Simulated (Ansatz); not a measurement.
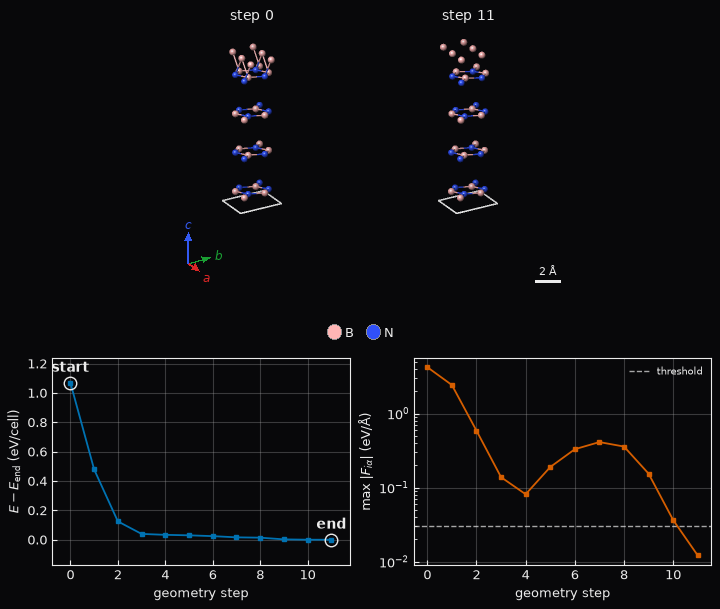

First and last geometry of a constrained relaxation of a slab of composition B$_{5}$N$_{4}$ (cut from the P6_3/mmc phase), with the history of the run. A ball-and-stick model of the 2 × 2 repeat of the cell, outlined in the plane, without the vacuum, seen slightly off an axis.

Case: B put at a bridge N-B site. The slab is the (0 0 1) face of BN with B on it. 4 atoms are held fixed.

Method: DFT PBE+D3(BJ), scalar-relativistic, plane waves, PAW (Ansatz). Set-up: plane-wave cutoff 420 eV; k-point mesh 12 × 12 × 1; occupations gaussian; smearing width 0.05 eV; collinear spin; dipole correction; atoms relaxed in a fixed cell; force threshold 0.03 eV/Å; at most 70 steps.

Question: Did the run converge, and what did it change?

Answer: It converged. After 11 geometry steps the energy has fallen by 1.069 eV per cell of the calculation. The largest force component goes from 4.2 to 0.012 eV/Å. The atom that moves furthest is a B atom (0.68 Å at 63° to the normal (+c side)). Largest moves by element: B 0.68 Å, N 0.17 Å. The lattice vectors keep their values. Among the contacts that change: B–B 1.683 → 2.357 Å, B–N 1.683 → 1.947 Å. Bonds break, among them: B–B (1.68 → 2.36 Å). The program noted that the starting moments weren't kept. The run took 7.1 min on 2 threads of Arm Neoverse V2, with other jobs on the host, peak memory 0.59 GiB.

```
step  E − E(0), meV/atom  largest force component, eV/Å
   0                0.00                         4.2217
   1              -65.59                         2.4236
   2             -104.89                         0.5870
   3             -114.36                         0.1382
   4             -115.07                         0.0813
   5             -115.43                         0.1894
   6             -116.05                         0.3296
   7             -116.96                         0.4117
   8             -117.20                         0.3582
   9             -118.49                         0.1546
  10             -118.75                         0.0365
  11             -118.77                         0.0122
```

Limits of the set-up: the periodic images lie only 2.5 Å apart, so the values are limited by the cell's size.
